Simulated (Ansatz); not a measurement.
**Run report: FeCo3, single-point calculation (part 2 of 2)**

FeCo3 (4 atoms in the cell); DFT PBEsol, scalar-relativistic, plane waves, PAW, spin-polarised (Ansatz 0.2.0); cutoff 420 eV, 12×12×12 k-mesh, Gaussian smearing of 0.1 eV, collinear spins. The structure derives from a Materials Project entry. It belongs to a series of runs on one base structure; here: ferrimagnetic in the cell, signs +++-.

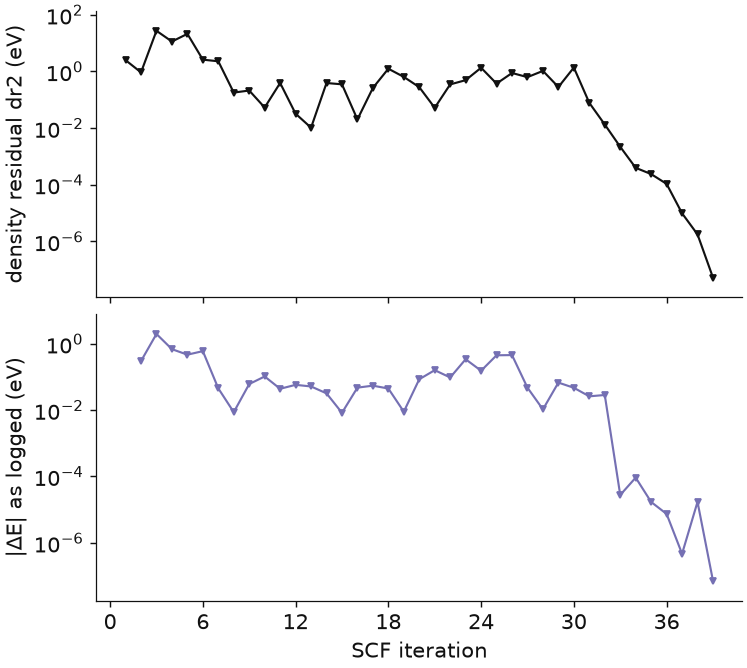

*Convergence of the self-consistent field: density residual dr2 and size of the energy change against the SCF iteration.*

The residual falls unevenly and jumps up by a factor of two or more 9 times on the way down.

```
SCF converged after 39 iterations
Magnetization: 7.3667 μB (37.1833 up, 29.8167 down)
Absolute magnetization: 7.8626 μB (∫|ρ↑−ρ↓|, with the PAW one-centre terms)
Spin contamination: 0.1158 ħ² per cell (⟨S²⟩ above its minimum at these occupations)
Per-site moments (μB) at R_I (Å): [(2.591535062469495, 1.0312992107801802), (1.6618078772396392, 1.0312992107801802), (1.6618078772396374, 1.0312992107801802), (1.6617988571629307, 1.0312992107801802)]
Free energy (F): -19727.691244 eV
Harris-Foulkes:  -19727.691244 eV  (|F-HF|=3.12e-8)
Internal energy: -19727.670155 eV  (E = F + TS)
E sigma→0 (E₀):  -19727.680700 eV
Entropy (-TS):   -0.021090 eV (-5.272 meV/atom)
Fermi energy:    18.387682 eV
--- Per-component energies (eV) ---
  E_band       = -956.589697
  E_kinetic    = 1710.484895
  E_local      = -10614.074576  (includes V_loc(G=0)·N_el)
  E_nonlocal   = 1588.226168
  E_hartree    = 4440.861576
  E_xc         = -589.763510
  E_vxc        = -764.152035  (∫ρ·V_xc dr)
  E_paw        = -5783.102976  (= ΣΔE_a)
  E_vpaw       = -1758.789095  (= ΣTr[D̂ρ^β])
  E_aug_tail   = 0.000982  (compensation charges beyond the density's cutoff)
  E_ewald      = -10481.047173
  E_core_change = 0.744459  (= ΣΔE_core)
  E_smearing   = -0.021090  (= −TS)
  E_closure    = 0.000000  (closes the sum)
  Σ components = -19727.691244   (vs F -19727.691244, Δ=0.00e0)
--- Forces (eV/Å), atoms counted from 1 ---
  atom   1  Fe     0.00000000    -0.00000000     0.00000000
  atom   2  Co     0.00000000     0.00000000     0.00000000
  atom   3  Co     0.00000000     0.00000000     0.00000000
  atom   4  Co     0.00000000     0.00000000     0.00000000
  max |Σ_I F_I| component: 1.56e-28 eV/Å
--- Stress (GPa, compression-positive) ---
       -8.475920       0.000000       0.000000
       -0.000000      -8.475993       0.000000
        0.000000       0.000000      -8.475993
  P = ⅓ Tr σ = -8.4760 GPa (-84.760 kbar)
--- Band table (eV; the first three rows and the last of 392) ---
  k-point 0 ↑: bands = ["-77.3067", "-77.2556", "-77.2555", "-69.6634", "-40.7960", "-40.7960", "-40.7960", "-40.6270", "-40.6270", "-40.6270", "-40.5831", "-40.5831", "-40.5831", "-35.8342", "-35.8342", "-35.8342", "9.3912", "13.1054", "13.1054", "13.2410", "13.8283", "13.8283", "13.8283", "15.8213", "15.8213", "15.8213", "16.8662", "16.8662", "17.6232", "17.7078", "17.7079", "17.9860", "17.9860", "17.9860", "18.1951", "18.1951", "18.1951", "20.8100", "20.8100", "20.8100", "27.8876", "27.8876", "28.0095", "32.7926", "32.7926", "32.7926", "33.1445", "33.1445"]
  k-point 1 ↑: bands = ["-77.3060", "-77.2563", "-77.2556", "-69.6634", "-40.7941", "-40.7941", "-40.7927", "-40.6276", "-40.6275", "-40.6272", "-40.5866", "-40.5844", "-40.5844", "-35.8348", "-35.8344", "-35.8344", "9.4830", "13.1341", "13.1552", "13.2809", "13.8590", "13.8638", "13.8638", "15.7834", "15.8500", "15.8500", "16.8315", "16.8792", "17.5872", "17.6631", "17.6842", "17.8035", "17.8035", "17.9861", "18.0765", "18.0765", "18.1951", "20.3528", "21.1290", "21.1290", "27.9039", "27.9757", "28.5260", "32.4530", "32.4530", "32.5180", "32.8665", "33.1527"]
  k-point 2 ↑: bands = ["-77.3037", "-77.2585", "-77.2555", "-69.6634", "-40.7887", "-40.7886", "-40.7833", "-40.6294", "-40.6293", "-40.6276", "-40.5966", "-40.5878", "-40.5878", "-35.8363", "-35.8347", "-35.8347", "9.7551", "13.1927", "13.2980", "13.4085", "13.9497", "13.9704", "13.9704", "15.6737", "15.9361", "15.9361", "16.7324", "16.9178", "17.2936", "17.2936", "17.4674", "17.5333", "17.6312", "17.8957", "17.8957", "17.9864", "18.1953", "19.3100", "21.8812", "21.8812", "27.9557", "28.0204", "29.9736", "31.4147", "31.4147", "31.8524", "32.1959", "33.5468"]
  k-point 195 ↓: bands = ["-75.2556", "-75.2556", "-75.2556", "-66.6595", "-38.9126", "-38.7946", "-38.7946", "-38.7946", "-38.6275", "-38.6275", "-38.5994", "-38.5994", "-38.5994", "-32.9048", "-32.9048", "-32.9048", "14.2281", "14.2281", "14.2281", "14.3235", "17.3552", "17.3552", "17.3552", "17.5058", "17.5058", "17.5058", "17.6859", "17.6859", "18.0192", "18.1625", "18.1625", "18.1625", "19.6398", "19.6398", "19.6398", "20.0913", "20.0913", "20.0913", "20.2112", "20.2112", "25.7152", "25.7152", "25.7152", "25.9849", "39.2732", "39.2732", "39.2732", "39.3356"]
--- Löwdin populations: 4 sites ---
  site symbol       q [e]    m [muB]
     0     Fe     15.7855     2.6420
     1     Co     16.7683     1.6566
     2     Co     16.7683     1.6566
     3     Co     16.7683     1.6566
  spilling = 0.013576 (of n_electrons = 67.000000)
```

**File populations.tsv**
```
# site	symbol	l	j	q_up	q_dn
# orbitals = lowdin
# n_electrons = 67.000000
# spilling = 0.013576
0	Fe	0_3S	-	0.993341	0.993819
0	Fe	0_4S	-	0.463007	0.486429
0	Fe	1_3P	-	2.998535	2.998303
0	Fe	2_3D	-	4.758886	2.093168
1	Co	0_3S	-	0.993692	0.993868
1	Co	0_4S	-	0.455544	0.494054
1	Co	1_3P	-	2.998795	2.998486
1	Co	2_3D	-	4.764439	3.069412
2	Co	0_3S	-	0.993692	0.993868
2	Co	0_4S	-	0.455544	0.494054
2	Co	1_3P	-	2.998795	2.998486
2	Co	2_3D	-	4.764439	3.069412
3	Co	0_3S	-	0.993692	0.993868
3	Co	0_4S	-	0.455544	0.494054
3	Co	1_3P	-	2.998795	2.998486
3	Co	2_3D	-	4.764448	3.069435
```

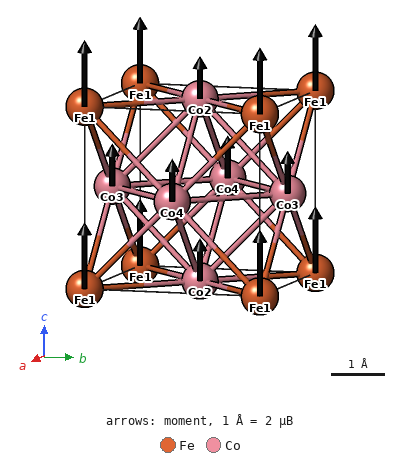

*Magnetic moments of the sites as black arrows (ball-and-stick view of the cell of the calculation, seen slightly off an axis; atoms are numbered from 1 in the order of the input); small moments hardly show. The run is collinear, so the axis drawn is arbitrary.*

Site moments: Fe1 (2.59 μB); all 3 Co atoms (1.66 μB). They are counted near the atoms and needn't add up to the moment of the cell.

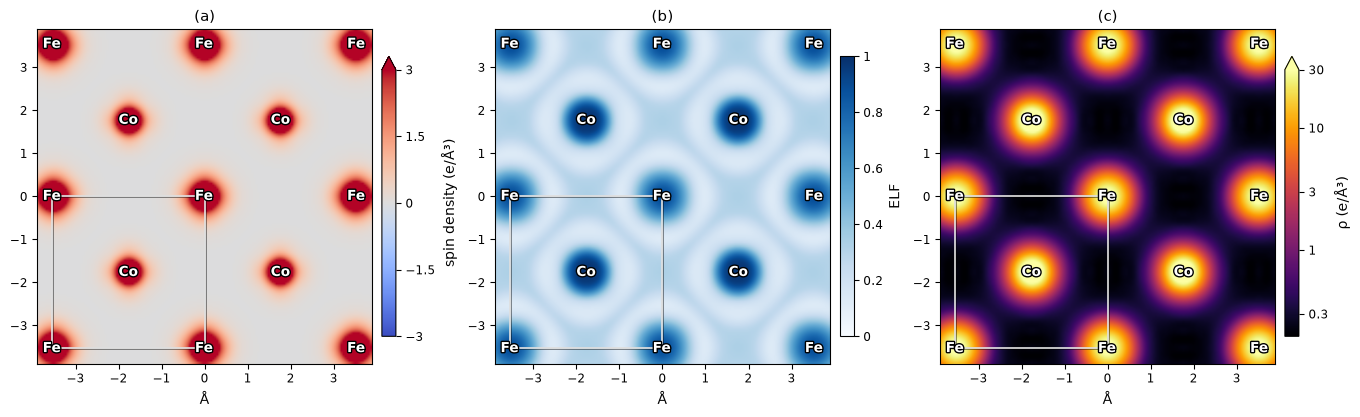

*(a) spin density; (b) ELF; (c) valence electron density on the (001) plane of the conventional cell.*

Fe–Co (2.50 Å): the density is about 0.34 e/Å³ at the midpoint; the ELF is about 0.25 at the midpoint; no shared electron pair. Away from the nuclei the density in this plane falls to 0.2 e/Å³ at its lowest. The strong features right at Fe and Co lie inside the PAW spheres (semicore, d or f shells) and say nothing about bonding. The cell of the calculation (4 atoms) carries 7.4 μB net. Core electrons are frozen (PAW), so the fields are smoothed inside the atomic spheres.

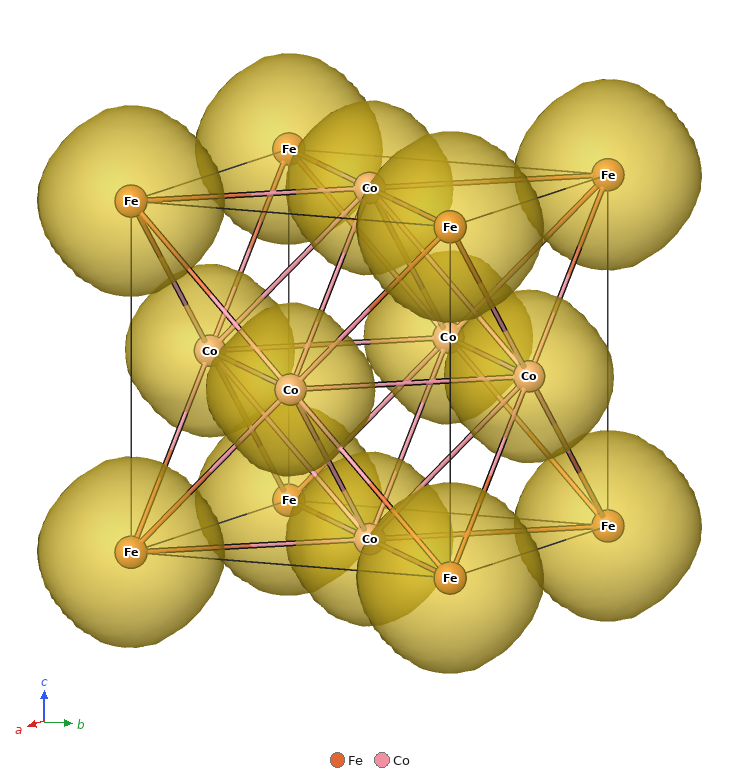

*Isosurfaces of the spin density (up minus down) at +0.1 (yellow) and −0.1 e/Å³ (cyan), seen slightly off an axis. Sticks mark near contacts. The outline is the cell set on symmetry axes.*

The cell of the calculation (4 atoms) carries 7.4 μB net. Only one sign reaches the isovalue.

The run was set up as follows.

**Input**
```yaml
crystal:
  lattice:
    - [3.53570262, 0.0, 0.0]
    - [0.0, 3.53570262, 0.0]
    - [0.0, 0.0, 3.53570262]
  atoms:
    - { symbol: Fe, position: [0.0, 0.0, 0.0], spin: 4.0 }
    - { symbol: Co, position: [0.5, 0.5, 0.0], spin: 3.0 }
    - { symbol: Co, position: [0.5, 0.0, 0.5], spin: 3.0 }
    - { symbol: Co, position: [0.0, 0.5, 0.5], spin: -3.0 }
basis:
  ecutwfc: 420
kpoints:
  mp_grid: { grid: [12, 12, 12] }
hamiltonian:
  xc: pbesol
scf:
  occupations: { method: gaussian, width: 0.1 }
  lower_state_search: "off"
output:
  forces: true
  stress: true
  eigenvalues: true
  populations: true
  write_density: true
  write_potential: true
  elf: true
  volumetric_format: npy
magnetization:
  spin_polarized: true
```

Run as:
```bash
ansatz run input.yaml --threads 1 --pin off --max-ram 2560MiB --backend cpu --events-out ev --progress --plain --runs-dir out
```

**Summary**

| quantity | value |
| --- | --- |
| outcome | converged |
| space group (tolerance 0.01 Å) | Pm-3m (221) |
| electrons treated | 67 |
| free energy | −19727.6912 eV |
| Fermi energy | 18.388 eV |
| gap on the k-point mesh | none (metallic) |
| net moment of the cell | 7.37 μB |
| integrated absolute moment | 7.86 μB |
| pressure | −8.48 GPa |
| largest force (length of the vector) | under 0.001 eV/Å |
| hardware | 1 thread of Intel Xeon @ 2.50GHz (Skylake/Cascade Lake), 192 GiB of memory available, shared host |
| wall time | 2.8 min |
| peak memory | 0.83 GiB |

**Remarks**

The cell is under a tension of 8.5 GPa at this level, so it is not at its equilibrium volume.
